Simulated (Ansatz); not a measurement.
CeO2: single-point calculation (part 2 of 2)

CeO2 (slab, 12 atoms in the cell); DFT, PBE, plane waves, PAW, no spin polarisation (Ansatz 0.2.0); cutoff 800 eV, 7×7×1 k-mesh, Gaussian smearing of 0.05 eV. 

Geometry of the input (Å; fractional positions):
```
3.8637  0.0000  0.0000
0.0000  3.8637  0.0000
0.0000  0.0000  24.5622
O  0.5000  0.0000  0.3053
O  0.0000  0.5000  0.3053
Ce 0.5000  0.5000  0.3610
O  0.0000  0.5000  0.4166
O  0.5000  0.0000  0.4166
Ce 0.0000  0.0000  0.4722
O  0.5000  0.0000  0.5278
O  0.0000  0.5000  0.5278
Ce 0.5000  0.5000  0.5834
O  0.0000  0.5000  0.6390
O  0.5000  0.0000  0.6390
Ce 0.0000  0.0000  0.6947
```

```
SCF converged after 21 iterations
Free energy (F): -30854.178498 eV
Harris-Foulkes:  -30854.178498 eV  (|F-HF|=1.87e-8)
Internal energy: -30854.154146 eV  (E = F + TS)
E sigma→0 (E₀):  -30854.166322 eV
Entropy (-TS):   -0.024352 eV (-2.029 meV/atom)
Fermi energy:    2.005397 eV
Dipole field:    D = 0.255717 V/Å  (p = 0.518177 e·Å, saw-weighted, corrected)
Work function:   Φ+ = 3.0689 eV   Φ− = 9.3500 eV
Levels:          The Fermi level and band energies are counted from a zero that moves with the ramp; work functions are not
Vacuum region:   at the solve's end the planar-averaged density reaches 1.27e-5 e/Å³ inside the ramp window [0.9393, 0.0607] (bound 1e-5 e/Å³)
--- Per-component energies (eV) ---
  E_band       = -865.369847
  E_kinetic    = 2913.836387
  E_local      = -74270.991166  (includes V_loc(G=0)·N_el)
  E_nonlocal   = 158.833778
  E_hartree    = 36108.930926
  E_xc         = -1500.601738
  E_vxc        = -1765.613823  (∫ρ·V_xc dr)
  E_paw        = -23152.269611  (= ΣΔE_a)
  E_vpaw       = -119.429207  (= ΣTr[D̂ρ^β])
  E_aug_tail   = 0.001301  (compensation charges beyond the density's cutoff)
  E_efield     = 0.066253  (sawtooth field / dipole correction)
  E_vefield    = 0.132507  (∫n·V_field dr)
  E_ewald      = 28888.039724
  E_smearing   = -0.024352  (= −TS)
  E_closure    = -0.000000  (closes the sum)
  Σ components = -30854.178498   (vs F -30854.178498, Δ=0.00e0)
--- Forces (eV/Å), atoms counted from 1 ---
  atom   1  O      0.00000000     0.00000000     0.65547105
  atom   2  O     -0.00000000     0.00000000     0.65547105
  atom   3  Ce     0.00000000     0.00000000    -2.15918555
  atom   4  O      0.00000000     0.00000000     0.84410839
  atom   5  O     -0.00000000     0.00000000     0.84410839
  atom   6  Ce    -0.00000000     0.00000000    -1.67651237
  atom   7  O      0.00000000     0.00000000     0.88732763
  atom   8  O      0.00000000     0.00000000     0.88732763
  atom   9  Ce    -0.00000000     0.00000000    -1.96160859
  atom  10  O      0.00000000     0.00000000     2.00289136
  atom  11  O      0.00000000     0.00000000     2.00289136
  atom  12  Ce    -0.00000000     0.00000000    -2.98242241
  max |Σ_I F_I| component: 1.32e-4 eV/Å
--- Stress (GPa, compression-positive) ---
       -1.087811       0.000000      -0.000000
        0.000000      -1.087811       0.000000
       -0.000000       0.000000      -2.007239
  P = ⅓ Tr σ = -1.3943 GPa (-13.943 kbar)
--- Band table (eV; the first three rows and the last of 10) ---
  k-point 0: bands = ["-33.0725", "-32.1541", "-31.3324", "-30.4475", "-18.4546", "-17.2512", "-16.2325", "-16.2259", "-15.7710", "-15.7710", "-15.1319", "-14.9401", "-14.8278", "-14.8278", "-14.5013", "-14.3196", "-13.9815", "-13.9815", "-13.1243", "-13.0932", "-13.0932", "-13.0161", "-11.8300", "-10.5772", "-3.4461", "-3.3800", "-3.3800", "-3.3314", "-2.2454", "-2.2454", "-1.9693", "-1.8532", "-1.3553", "-1.3553", "-0.7888", "-0.7888", "-0.6310", "-0.5021", "-0.0097", "-0.0097", "0.4482", "0.4482", "1.1321", "1.1321", "1.1380", "1.2572", "1.5519", "2.0093", "2.1299", "2.1299", "2.1969", "2.2006", "2.2006", "2.2244", "2.3759", "2.3785", "2.3785", "2.5283", "2.5283", "2.6330", "2.8287", "2.8287", "2.8663", "3.1021", "3.3069", "3.3069", "3.4197", "3.5839", "3.5839", "3.6915", "3.9736", "3.9884", "4.1721", "4.1721", "4.3813", "4.4932", "4.4932", "4.6317", "5.0903", "5.4021", "5.7367", "6.1051", "6.9954", "7.0050"]
  k-point 1: bands = ["-33.0625", "-32.1423", "-31.3208", "-30.4365", "-18.4126", "-17.2805", "-16.7678", "-16.3156", "-15.7578", "-15.7250", "-15.3790", "-15.0740", "-14.8296", "-14.8169", "-14.6047", "-14.1823", "-13.9709", "-13.5320", "-13.3810", "-13.0864", "-13.0519", "-12.3837", "-11.8862", "-10.7515", "-3.3103", "-3.2959", "-3.2322", "-3.1606", "-2.2317", "-2.1117", "-1.8381", "-1.7565", "-1.4278", "-1.2060", "-0.8614", "-0.8553", "-0.5139", "-0.4645", "-0.1291", "0.0225", "0.3659", "0.3824", "1.0413", "1.0724", "1.2167", "1.4324", "1.5965", "2.0107", "2.0352", "2.0508", "2.1600", "2.1821", "2.2289", "2.2594", "2.3710", "2.4069", "2.4145", "2.5089", "2.5501", "2.6415", "2.7143", "2.8042", "2.8872", "3.1576", "3.2804", "3.3082", "3.4146", "3.4596", "3.5528", "3.7069", "3.9677", "4.0319", "4.1389", "4.1805", "4.3387", "4.3920", "4.4709", "4.6387", "5.1997", "5.3628", "5.6153", "6.2544", "6.8274", "6.9225"]
  k-point 2: bands = ["-33.0399", "-32.1155", "-31.2945", "-30.4117", "-18.3376", "-17.6531", "-17.0674", "-16.6351", "-16.0445", "-15.7277", "-15.5763", "-15.1627", "-14.9915", "-14.7924", "-14.4966", "-14.0510", "-13.9469", "-13.5254", "-13.1928", "-13.0712", "-12.7268", "-12.1653", "-11.4226", "-11.1005", "-3.1141", "-3.0255", "-2.9810", "-2.6074", "-2.2450", "-1.9077", "-1.6229", "-1.5442", "-1.3758", "-1.1700", "-0.9599", "-0.8145", "-0.4751", "-0.4071", "-0.1076", "-0.0549", "0.2045", "0.4504", "0.8893", "1.0253", "1.3167", "1.6464", "1.7181", "1.7928", "1.9430", "2.0964", "2.1468", "2.1689", "2.2191", "2.2801", "2.3790", "2.4167", "2.4616", "2.4851", "2.4889", "2.6431", "2.7183", "2.7678", "2.9476", "3.2208", "3.2251", "3.2535", "3.3606", "3.3855", "3.5181", "3.7318", "3.8011", "4.0713", "4.1251", "4.1305", "4.2312", "4.3287", "4.4412", "4.6502", "5.0861", "5.3332", "5.8257", "6.5254", "6.7645", "7.2024"]
  k-point 9: bands = ["-32.9751", "-32.0331", "-31.2135", "-30.3317", "-18.4431", "-18.4081", "-17.2856", "-17.2259", "-16.3435", "-16.2577", "-15.9281", "-15.3276", "-15.1920", "-14.9628", "-14.5758", "-14.3822", "-14.0270", "-13.4023", "-13.1435", "-12.8851", "-11.9499", "-11.9348", "-10.7059", "-10.6962", "-3.4248", "-3.2453", "-2.2098", "-1.9192", "-1.7261", "-1.5663", "-1.3069", "-1.0733", "-1.0335", "-0.9265", "-0.5832", "-0.4695", "-0.2300", "-0.1300", "0.0010", "0.2699", "0.3303", "0.6046", "0.8305", "0.9325", "1.4309", "1.6961", "1.8152", "1.8162", "2.1297", "2.1427", "2.2280", "2.2573", "2.2640", "2.3173", "2.3834", "2.3938", "2.5780", "2.5867", "2.5928", "2.6395", "2.7478", "3.0898", "3.1231", "3.1326", "3.2344", "3.2816", "3.3291", "3.3449", "3.4199", "3.9992", "4.0144", "4.0341", "4.0599", "4.0663", "4.0770", "4.1849", "4.2012", "4.2577", "4.9313", "5.0531", "6.1773", "6.8326", "7.6087", "7.7584"]
```

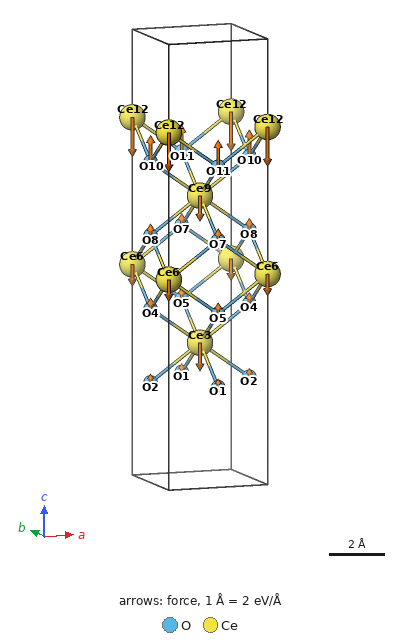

Fig. 1: Forces on the atoms as orange arrows (ball-and-stick view of the cell of the calculation, with the vacuum cut short, seen slightly off an axis; atoms are numbered from 1 in the order of the input). The largest act on Ce12 (2.98 eV/Å); Ce3 (2.16 eV/Å); O10, O11 (2.00 eV/Å); Ce9 (1.96 eV/Å), among others. The geometry is not a stationary point of this energy.

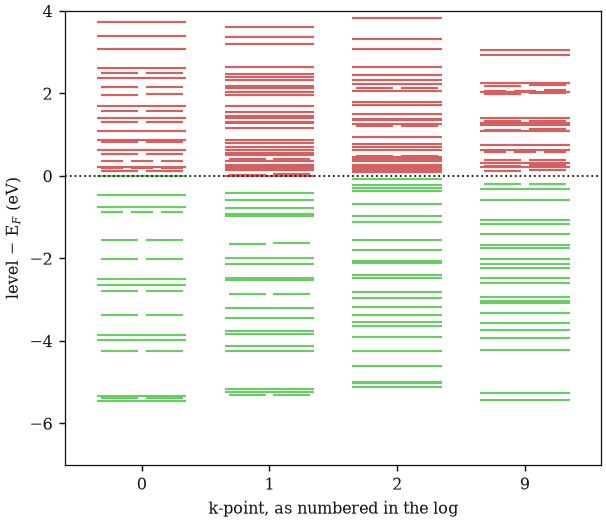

Fig. 2: Kohn–Sham levels near the Fermi level (dotted) at the few k-points that the log prints; levels within 0.02 eV of each other stand side by side. The system is metallic on the full mesh.

**Summary**

- outcome: converged
- electrons treated: 96
- free energy: −30854.1785 eV
- Fermi energy: 2.005 eV
- gap on the k-point mesh: none (metallic)
- largest force (length of the vector): 2.982 eV/Å
- wall time: 25 s (CPU time 48 s)
- peak memory: 1.6 GiB

Settings chosen away from the usual ones: basis.ecutwfc set to 58.8 Ry (from 420). Warnings of the run: the density in the vacuum is higher than it should be, so vacuum levels may be off. The f shell of Ce is treated without spin polarisation, U or a localised state, so a metallic result may be an artefact of the set-up.
